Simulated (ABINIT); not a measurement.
**Run report: PbTe, geometry relaxation (part 2 of 2)**

PbTe (Fm-3m, 2 atoms in the cell); Kohn-Sham DFT of a periodic cell, LDA, PseudoDojo NC SR LDA v0.4.1 standard, no spin polarisation (ABINIT 10.8.3); cutoff 1088.46 eV, 5×5×5 k-mesh, fermi-dirac of 0.05 eV. The structure derives from an entry of the Crystallography Open Database.

Geometry of the input (Å; fractional positions):
```
0.0000  3.2310  3.2310
3.2310  0.0000  3.2310
3.2310  3.2310  0.0000
Pb 0.0000  0.0000  0.0000
Te 0.5000  0.5000  0.5000
```

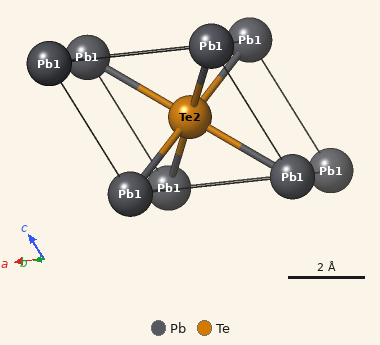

**Figure 1.** The geometry at step 2 of the log (ball-and-stick view of the cell of the calculation, seen at an oblique angle; atoms are numbered from 1 in the order of the input).

## Output, continued
```
 Cartesian coordinates (xcart) [bohr]
  0.00000000000000E+00  0.00000000000000E+00  0.00000000000000E+00
  6.09508817358797E+00  6.09508817358797E+00  6.09508817358797E+00
 Reduced coordinates (xred)
  0.00000000000000E+00  0.00000000000000E+00  0.00000000000000E+00
  5.00000000000000E-01  5.00000000000000E-01  5.00000000000000E-01
 Cartesian forces (fcart) [Ha/bohr]; max,rms= 0.00000E+00 0.00000E+00 (free atoms)
 -0.00000000000000E+00 -0.00000000000000E+00 -0.00000000000000E+00
 -0.00000000000000E+00 -0.00000000000000E+00 -0.00000000000000E+00
 Gradient of E wrt nuclear positions in reduced coordinates (gred)
  0.00000000000000E+00  0.00000000000000E+00  0.00000000000000E+00
  0.00000000000000E+00  0.00000000000000E+00  0.00000000000000E+00
 Scale of Primitive Cell (acell) [bohr]
  8.61975635894796E+00  8.61975635894796E+00  8.61975635894796E+00
 Real space primitive translations (rprimd) [bohr]
  0.00000000000000E+00  6.09508817358797E+00  6.09508817358797E+00
  6.09508817358797E+00  0.00000000000000E+00  6.09508817358797E+00
  6.09508817358797E+00  6.09508817358797E+00  0.00000000000000E+00
 Unitary Cell Volume (ucvol) [Bohr^3]=  4.52866268411261E+02
 Angles (23,13,12)= [degrees]
  6.00000000000000E+01  6.00000000000000E+01  6.00000000000000E+01
 Lengths [Bohr]
  8.61975635894796E+00  8.61975635894796E+00  8.61975635894796E+00
 Stress tensor in cartesian coordinates (strten) [Ha/bohr^3]
  5.06346721066819E-05  0.00000000000000E+00  0.00000000000000E+00
  0.00000000000000E+00  5.06346721066819E-05  0.00000000000000E+00
  0.00000000000000E+00  0.00000000000000E+00  5.06346721066871E-05
 Total energy (etotal) [Ha]= -1.74919706088741E+02

 Difference of energy with previous step (new-old):
           Absolute (Ha)=-1.28775E-04
           Relative     =-7.36198E-07

--- Iteration: ( 3/50) Internal Cycle: (1/1)
--------------------------------------------------------------------------------

---SELF-CONSISTENT-FIELD CONVERGENCE--------------------------------------------

--- !BeginCycle
iteration_state: {dtset: 1, itime: 3, icycle: 1, }
solver: {iscf: 7, nstep: 80, nline: 4, wfoptalg: 0, }
tolerances: {tolvrs: 1.00E-12, }
...

     iter   Etot(hartree)      deltaE(h)  residm     vres2
 ETOT  1  -174.89139767859    -1.749E+02 3.217E-02 4.130E+02
 ETOT  2  -174.91802086437    -2.662E-02 8.712E-06 3.353E+01
 ETOT  3  -174.92001276292    -1.992E-03 6.228E-05 1.760E+00
 ETOT  4  -174.92008567144    -7.291E-05 3.446E-06 2.545E-02
 ETOT  5  -174.92008649513    -8.237E-07 1.792E-06 4.961E-04
 ETOT  6  -174.92008654217    -4.705E-08 3.304E-08 1.434E-05
 ETOT  7  -174.92008654287    -6.953E-10 4.708E-08 8.148E-08
 ETOT  8  -174.92008654287    -1.847E-12 8.783E-10 2.415E-10
 ETOT  9  -174.92008654287     4.718E-12 1.481E-09 6.745E-12
 ETOT 10  -174.92008654287    -6.338E-12 2.721E-11 2.585E-13

 At SCF step   10       vres2   =  2.59E-13 < tolvrs=  1.00E-12 =>converged.

 Cartesian components of stress tensor (hartree/bohr^3)
  sigma(1 1)= -3.36833205E-06  sigma(3 2)=  0.00000000E+00
  sigma(2 2)= -3.36833205E-06  sigma(3 1)=  0.00000000E+00
  sigma(3 3)= -3.36833205E-06  sigma(2 1)=  0.00000000E+00

--- !ResultsGS
iteration_state: {dtset: 1, itime: 3, icycle: 1, }
comment   : Summary of ground state results
lattice_vectors:
- [  0.0000000,   6.0246367,   6.0246367, ]
- [  6.0246367,   0.0000000,   6.0246367, ]
- [  6.0246367,   6.0246367,   0.0000000, ]
lattice_lengths: [   8.52012,    8.52012,    8.52012, ]
lattice_angles: [ 60.000,  60.000,  60.000, ] # degrees, (23, 13, 12)
lattice_volume:   4.3734341E+02
convergence: {deltae: -6.338E-12, res2:  2.585E-13, residm:  2.721E-11, diffor: null, }
etotal    :  -1.74920087E+02
entropy   :   0.00000000E+00
fermie    :   1.74179376E-01
cartesian_stress_tensor: # hartree/bohr^3
- [ -3.36833205E-06,   0.00000000E+00,   0.00000000E+00, ]
- [  0.00000000E+00,  -3.36833205E-06,   0.00000000E+00, ]
- [  0.00000000E+00,   0.00000000E+00,  -3.36833205E-06, ]
pressure_GPa:   9.9100E-02
xred      :
- [  0.0000E+00,   0.0000E+00,   0.0000E+00, Pb]
- [  5.0000E-01,   5.0000E-01,   5.0000E-01, Te]
cartesian_forces: # hartree/bohr
- [ -0.00000000E+00,  -0.00000000E+00,  -0.00000000E+00, ]
- [ -0.00000000E+00,  -0.00000000E+00,  -0.00000000E+00, ]
force_length_stats: {min:   0.00000000E+00, max:   0.00000000E+00, mean:   0.00000000E+00, }
...

 Integrated electronic density in atomic spheres:
 ------------------------------------------------
 Atom  Sphere_radius  Integrated_density
    1        2.00000         10.04888991
    2        2.00000         11.96240332

---OUTPUT-----------------------------------------------------------------------

 Cartesian coordinates (xcart) [bohr]
  0.00000000000000E+00  0.00000000000000E+00  0.00000000000000E+00
  6.02463671443126E+00  6.02463671443127E+00  6.02463671443127E+00
 Reduced coordinates (xred)
  0.00000000000000E+00  0.00000000000000E+00  0.00000000000000E+00
  5.00000000000000E-01  5.00000000000000E-01  5.00000000000000E-01
 Cartesian forces (fcart) [Ha/bohr]; max,rms= 0.00000E+00 0.00000E+00 (free atoms)
 -0.00000000000000E+00 -0.00000000000000E+00 -0.00000000000000E+00
 -0.00000000000000E+00 -0.00000000000000E+00 -0.00000000000000E+00
 Gradient of E wrt nuclear positions in reduced coordinates (gred)
  0.00000000000000E+00  0.00000000000000E+00  0.00000000000000E+00
  0.00000000000000E+00  0.00000000000000E+00  0.00000000000000E+00
 Scale of Primitive Cell (acell) [bohr]
  8.52012294991959E+00  8.52012294991958E+00  8.52012294991958E+00
 Real space primitive translations (rprimd) [bohr]
  0.00000000000000E+00  6.02463671443127E+00  6.02463671443127E+00
  6.02463671443126E+00  0.00000000000000E+00  6.02463671443126E+00
  6.02463671443126E+00  6.02463671443126E+00  0.00000000000000E+00
 Unitary Cell Volume (ucvol) [Bohr^3]=  4.37343411061660E+02
 Angles (23,13,12)= [degrees]
  6.00000000000000E+01  6.00000000000000E+01  6.00000000000000E+01
 Lengths [Bohr]
  8.52012294991959E+00  8.52012294991958E+00  8.52012294991958E+00
 Stress tensor in cartesian coordinates (strten) [Ha/bohr^3]
 -3.36833205217060E-06  0.00000000000000E+00  0.00000000000000E+00
  0.00000000000000E+00 -3.36833205218968E-06  0.00000000000000E+00
  0.00000000000000E+00  0.00000000000000E+00 -3.36833205219142E-06
 Total energy (etotal) [Ha]= -1.74920086542873E+02

 Difference of energy with previous step (new-old):
           Absolute (Ha)=-3.80454E-04
           Relative     =-2.17502E-06

--- Iteration: ( 4/50) Internal Cycle: (1/1)
--------------------------------------------------------------------------------

---SELF-CONSISTENT-FIELD CONVERGENCE--------------------------------------------

--- !BeginCycle
iteration_state: {dtset: 1, itime: 4, icycle: 1, }
solver: {iscf: 7, nstep: 80, nline: 4, wfoptalg: 0, }
tolerances: {tolvrs: 1.00E-12, }
...

     iter   Etot(hartree)      deltaE(h)  residm     vres2
 ETOT  1  -174.91997917990    -1.749E+02 5.594E-09 1.563E+00
 ETOT  2  -174.92008074483    -1.016E-04 5.024E-09 1.173E-01
 ETOT  3  -174.92008776636    -7.022E-06 2.141E-07 6.199E-03
 ETOT  4  -174.92008801496    -2.486E-07 1.202E-08 9.168E-05
 ETOT  5  -174.92008801825    -3.286E-09 6.186E-09 2.599E-06
 ETOT  6  -174.92008801847    -2.230E-10 1.017E-10 6.717E-08
 ETOT  7  -174.92008801847     4.292E-12 1.499E-10 1.019E-09
 ETOT  8  -174.92008801847     5.116E-13 2.655E-12 4.574E-11
 ETOT  9  -174.92008801846     4.690E-12 4.573E-12 8.918E-14

 At SCF step    9       vres2   =  8.92E-14 < tolvrs=  1.00E-12 =>converged.

 Cartesian components of stress tensor (hartree/bohr^3)
  sigma(1 1)=  1.58573834E-07  sigma(3 2)=  0.00000000E+00
  sigma(2 2)=  1.58573834E-07  sigma(3 1)=  0.00000000E+00
  sigma(3 3)=  1.58573834E-07  sigma(2 1)=  0.00000000E+00

--- !ResultsGS
iteration_state: {dtset: 1, itime: 4, icycle: 1, }
comment   : Summary of ground state results
lattice_vectors:
- [  0.0000000,   6.0288895,   6.0288895, ]
- [  6.0288895,   0.0000000,   6.0288895, ]
- [  6.0288895,   6.0288895,   0.0000000, ]
lattice_lengths: [   8.52614,    8.52614,    8.52614, ]
lattice_angles: [ 60.000,  60.000,  60.000, ] # degrees, (23, 13, 12)
lattice_volume:   4.3827022E+02
convergence: {deltae:  4.690E-12, res2:  8.918E-14, residm:  4.573E-12, diffor: null, }
etotal    :  -1.74920088E+02
entropy   :   0.00000000E+00
fermie    :   1.73320790E-01
cartesian_stress_tensor: # hartree/bohr^3
- [  1.58573834E-07,   0.00000000E+00,   0.00000000E+00, ]
- [  0.00000000E+00,   1.58573834E-07,   0.00000000E+00, ]
- [  0.00000000E+00,   0.00000000E+00,   1.58573834E-07, ]
pressure_GPa:  -4.6654E-03
xred      :
- [  0.0000E+00,   0.0000E+00,   0.0000E+00, Pb]
- [  5.0000E-01,   5.0000E-01,   5.0000E-01, Te]
cartesian_forces: # hartree/bohr
- [ -0.00000000E+00,  -0.00000000E+00,  -0.00000000E+00, ]
- [ -0.00000000E+00,  -0.00000000E+00,  -0.00000000E+00, ]
force_length_stats: {min:   0.00000000E+00, max:   0.00000000E+00, mean:   0.00000000E+00, }
...

 Integrated electronic density in atomic spheres:
 ------------------------------------------------
 Atom  Sphere_radius  Integrated_density
    1        2.00000         10.05412745
    2        2.00000         11.96745371

---OUTPUT-----------------------------------------------------------------------

 Cartesian coordinates (xcart) [bohr]
  0.00000000000000E+00  0.00000000000000E+00  0.00000000000000E+00
  6.02888945686789E+00  6.02888945686789E+00  6.02888945686789E+00
 Reduced coordinates (xred)
  0.00000000000000E+00  0.00000000000000E+00  0.00000000000000E+00
  5.00000000000000E-01  5.00000000000000E-01  5.00000000000000E-01
 Cartesian forces (fcart) [Ha/bohr]; max,rms= 0.00000E+00 0.00000E+00 (free atoms)
 -0.00000000000000E+00 -0.00000000000000E+00 -0.00000000000000E+00
 -0.00000000000000E+00 -0.00000000000000E+00 -0.00000000000000E+00
 Gradient of E wrt nuclear positions in reduced coordinates (gred)
  0.00000000000000E+00  0.00000000000000E+00  0.00000000000000E+00
  0.00000000000000E+00  0.00000000000000E+00  0.00000000000000E+00
 Scale of Primitive Cell (acell) [bohr]
  8.52613723595073E+00  8.52613723595073E+00  8.52613723595073E+00
 Real space primitive translations (rprimd) [bohr]
  0.00000000000000E+00  6.02888945686789E+00  6.02888945686789E+00
  6.02888945686789E+00  0.00000000000000E+00  6.02888945686789E+00
  6.02888945686789E+00  6.02888945686789E+00  0.00000000000000E+00
 Unitary Cell Volume (ucvol) [Bohr^3]=  4.38270216531639E+02
 Angles (23,13,12)= [degrees]
  6.00000000000000E+01  6.00000000000000E+01  6.00000000000000E+01
 Lengths [Bohr]
  8.52613723595073E+00  8.52613723595073E+00  8.52613723595073E+00
 Stress tensor in cartesian coordinates (strten) [Ha/bohr^3]
  1.58573833923190E-07  0.00000000000000E+00  0.00000000000000E+00
  0.00000000000000E+00  1.58573833921455E-07  0.00000000000000E+00
  0.00000000000000E+00  0.00000000000000E+00  1.58573833924924E-07
 Total energy (etotal) [Ha]= -1.74920088018461E+02

 Difference of energy with previous step (new-old):
           Absolute (Ha)=-1.47559E-06
           Relative     =-8.43578E-09

 At Broyd/MD step   4, gradients are converged :
  max grad (force/stress) = 1.5857E-05 < tolmxf= 2.0000E-05 ha/bohr (free atoms)

================================================================================

 ----iterations are completed or convergence reached----

 Mean square residual over all n,k,spin=   24.083E-15; max=  45.733E-13
 reduced coordinates (array xred) for    2 atoms
       0.000000000000      0.000000000000      0.000000000000
       0.500000000000      0.500000000000      0.500000000000
 rms dE/dt=  0.0000E+00; max dE/dt=  0.0000E+00; dE/dt below (all hartree)
    1       0.000000000000      0.000000000000      0.000000000000
    2       0.000000000000      0.000000000000      0.000000000000

 cartesian coordinates (angstrom) at end:
    1      0.00000000000000     0.00000000000000     0.00000000000000
    2      3.19035090546348     3.19035090546348     3.19035090546348

 cartesian forces (hartree/bohr) at end:
    1     -0.00000000000000    -0.00000000000000    -0.00000000000000
    2     -0.00000000000000    -0.00000000000000    -0.00000000000000
 frms,max,avg= 0.0000000E+00 0.0000000E+00   0.000E+00  0.000E+00  0.000E+00 h/b

 cartesian forces (eV/Angstrom) at end:
    1     -0.00000000000000    -0.00000000000000    -0.00000000000000
    2     -0.00000000000000    -0.00000000000000    -0.00000000000000
 frms,max,avg= 0.0000000E+00 0.0000000E+00   0.000E+00  0.000E+00  0.000E+00 e/A
 length scales=  8.526137235951  8.526137235951  8.526137235951 bohr
              =  4.511837519236  4.511837519236  4.511837519236 angstroms
 Fermi (or HOMO) energy (hartree) =   0.17332   Average Vxc (hartree)=  -0.37722
 Eigenvalues (hartree) for nkpt=  10  k points:
 kpt#   1, nband= 19, wtk=  0.00800, kpt=  0.0000  0.0000  0.0000 (reduced coord)
  -1.17193   -1.17193   -1.17167   -1.17167   -1.17167   -0.45376   -0.45376   -0.45319
  -0.45319   -0.45319   -0.29636   -0.04859    0.10532    0.10532    0.10532    0.30869
   0.30869    0.30869    0.37149
      occupation numbers for kpt#   1
   2.00000    2.00000    2.00000    2.00000    2.00000    2.00000    2.00000    2.00000
   2.00000    2.00000    2.00000    2.00000    2.00000    2.00000    2.00000    0.00000
   0.00000    0.00000    0.00000
 prteigrs : prtvol=0 or 1, do not print more k-points.

--- !EnergyTerms
iteration_state     : {dtset: 1, itime: 4, icycle: 1, }
comment             : Components of total free energy in Hartree
kinetic             :  9.12209829482545E+01
hartree             :  4.00993275428270E+01
xc                  : -4.40174197262640E+01
Ewald energy        : -1.06178675535102E+02
psp_core            :  5.49637353748773E+00
local_psp           : -1.18455453785781E+02
non_local_psp       : -4.30852228703755E+01
internal            : -1.74920087888954E+02
'-kT*entropy'       : -1.29507371279169E-07
total_energy        : -1.74920088018461E+02
total_energy_eV     : -4.75981807725133E+03
band_energy         : -1.65222888617075E+01
...

 Cartesian components of stress tensor (hartree/bohr^3)
  sigma(1 1)=  1.58573834E-07  sigma(3 2)=  0.00000000E+00
  sigma(2 2)=  1.58573834E-07  sigma(3 1)=  0.00000000E+00
  sigma(3 3)=  1.58573834E-07  sigma(2 1)=  0.00000000E+00

-Cartesian components of stress tensor (GPa)         [Pressure= -4.6654E-03 GPa]
- sigma(1 1)=  4.66540327E-03  sigma(3 2)=  0.00000000E+00
- sigma(2 2)=  4.66540327E-03  sigma(3 1)=  0.00000000E+00
- sigma(3 3)=  4.66540327E-03  sigma(2 1)=  0.00000000E+00

== END DATASET(S) ==============================================================
================================================================================

 -outvars: echo values of variables after computation  --------
            acell      8.5261372360E+00  8.5261372360E+00  8.5261372360E+00 Bohr
           etotal     -1.7492008802E+02
            fcart     -0.0000000000E+00 -0.0000000000E+00 -0.0000000000E+00
                      -0.0000000000E+00 -0.0000000000E+00 -0.0000000000E+00
            rprim      0.0000000000E+00  7.0710678119E-01  7.0710678119E-01
                       7.0710678119E-01  0.0000000000E+00  7.0710678119E-01
                       7.0710678119E-01  7.0710678119E-01  0.0000000000E+00
           strten      1.5857383392E-07  1.5857383392E-07  1.5857383392E-07
                       0.0000000000E+00  0.0000000000E+00  0.0000000000E+00
           xangst      0.0000000000E+00  0.0000000000E+00  0.0000000000E+00
                       3.1903509055E+00  3.1903509055E+00  3.1903509055E+00
             xred      0.0000000000E+00  0.0000000000E+00  0.0000000000E+00
                       5.0000000000E-01  5.0000000000E-01  5.0000000000E-01
 Calculation completed.
```

## Trajectory as extended XYZ (Å, eV, eV/Å), 4 frames, from step=0 to step=3
```
2
Lattice="0.0000 3.2310 3.2310 3.2310 0.0000 3.2310 3.2310 3.2310 0.0000" Properties=species:S:1:pos:R:3:forces:R:3 step=0 energy=-4759.80418
Pb    0.0000    0.0000    0.0000    0.0000   0.0000   0.0000
Te    3.2310    3.2310    3.2310    0.0000   0.0000   0.0000
2
Lattice="0.0000 3.2254 3.2254 3.2254 0.0000 3.2254 3.2254 3.2254 0.0000" Properties=species:S:1:pos:R:3:forces:R:3 step=1 energy=-4759.80768
Pb    0.0000    0.0000    0.0000    0.0000   0.0000   0.0000
Te    3.2254    3.2254    3.2254    0.0000   0.0000   0.0000
2
Lattice="0.0000 3.1881 3.1881 3.1881 0.0000 3.1881 3.1881 3.1881 0.0000" Properties=species:S:1:pos:R:3:forces:R:3 step=2 energy=-4759.81804
Pb    0.0000    0.0000    0.0000    0.0000   0.0000   0.0000
Te    3.1881    3.1881    3.1881    0.0000   0.0000   0.0000
2
Lattice="0.0000 3.1904 3.1904 3.1904 0.0000 3.1904 3.1904 3.1904 0.0000" Properties=species:S:1:pos:R:3:forces:R:3 step=3 energy=-4759.81808
Pb    0.0000    0.0000    0.0000    0.0000   0.0000   0.0000
Te    3.1904    3.1904    3.1904    0.0000   0.0000   0.0000
```

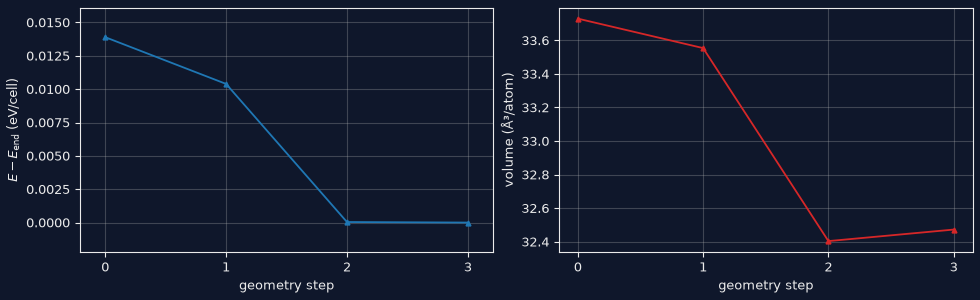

**Figure 2.** Progress of the relaxation, step by step (steps are counted from 0).

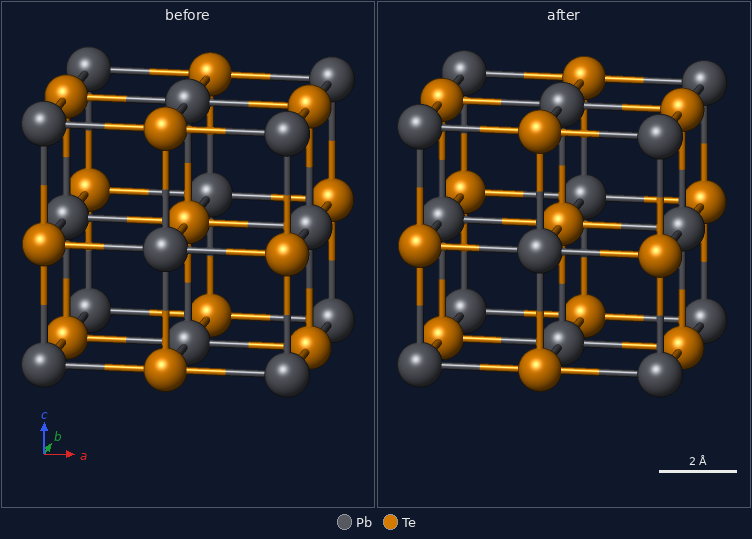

**Figure 3.** Before (left) and after (right) the relaxation, at one scale (ball-and-stick view of the cell 4 times as large as that of the calculation, set on its symmetry axes, seen slightly off an axis). No atom moves by more than 0.005 Å relative to the cell. The drawn cell changes as follows: a = b = c 6.462 → 6.381 Å (−1.3 %); the volume changes by −3.7 %. Among the contacts that change: Pb1–Te2 3.231 → 3.190 Å. The space group stays Fm-3m (No. 225). After 3 geometry steps the energy has fallen by 13.9 meV per cell of the calculation. All forces vanish by symmetry, so only the cell relaxes. (Atoms are counted from 1 in the order of the input.)
